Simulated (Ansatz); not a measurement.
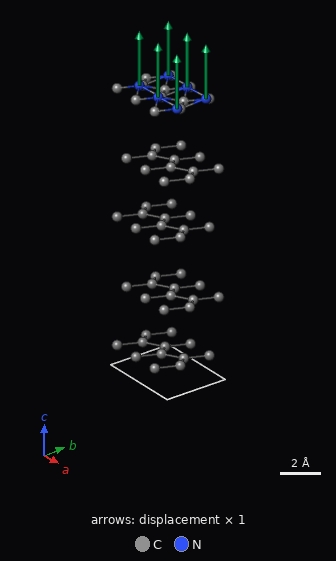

This is a constrained relaxation of a slab of composition C10N (cut from the Fmmm phase). The starting structure is drawn; green arrows show the displacements, at their true length.

A ball-and-stick model of the 3 × 2 repeat of the cell, outlined in the plane, without the vacuum, seen slightly off an axis.

Case: N put at a hollow C-C site. The slab is the (0 0 1) face of C with N on it. 4 atoms are held fixed.

Level of theory: DFT PBE+D3(BJ), scalar-relativistic, plane waves, PAW (Ansatz 0.2.0).

Input
```yaml
crystal:
  lattice:
    - [2.4655379968, 0.0, 0.0]
    - [-1.2327689984, 2.1341461181, 0.0]
    - [0.0, 0.0, 32.5979680033]
  atoms:
    - { symbol: C, position: [0.0833101796, 0.1666203592, 0.2607524494] }
    - { symbol: C, position: [0.4166898204, 0.8333796408, 0.2607524494] }
    - { symbol: C, position: [0.5833101796, 0.1666203592, 0.3650391026] }
    - { symbol: C, position: [0.9166898204, 0.8333796408, 0.3650391026] }
    - { symbol: C, position: [0.0833101796, 0.1666203592, 0.4693232413] }
    - { symbol: C, position: [0.4166898204, 0.8333796408, 0.4693232413] }
    - { symbol: C, position: [0.5833101796, 0.1666203592, 0.5736098945] }
    - { symbol: C, position: [0.9166898204, 0.8333796408, 0.5736098945] }
    - { symbol: C, position: [0.0833101796, 0.1666203592, 0.6778940332] }
    - { symbol: C, position: [0.4166898204, 0.8333796408, 0.6778940332] }
    - { symbol: "N", position: [0.75, 0.5, 0.6895512015] }
basis:
  ecutwfc: 420
kpoints:
  mp_grid: { grid: [12, 12, 1] }
hamiltonian:
  xc: pbe
  dispersion: d3bj
scf:
  occupations: { method: gaussian, width: 0.1 }
output:
  forces: true
  eigenvalues: true
relax:
  adjacent_minimum: "off"
  f_tol: 0.03
  max_steps: 70
  constraints: [{ sites: [0, 1, 2, 3] }]
efield:
  axis: 3
  dipole_correction: true
  ramp_width: 0.04
```

Run as
```bash
ansatz run input.yaml --threads 1 --pin off --max-ram 2560MiB --backend cpu --events-out ev --progress --plain --runs-dir out
```

### What did the optimiser do to the structure, and how much energy did it gain?

After 18 geometry steps the energy has fallen by 12.024 eV per cell of the calculation. The largest force component goes from 16 to 0.011 eV/Å. The atom that moves furthest is N11 (2.92 Å along the normal (+c)). Largest moves by element: N 2.92 Å, C 0.01 Å. The cell doesn't change. Near-neighbour distances that change, for instance: C10–N11 1.473 → 3.581 Å. Bonds break: C10–N11 (1.47 → 3.58 Å), C9–N11 (1.47 → 3.58 Å).

Limits of the set-up: the cell has an odd number of electrons but was run without spin polarisation; the periodic images lie only 2.5 Å apart, so the values are limited by the cell's size.
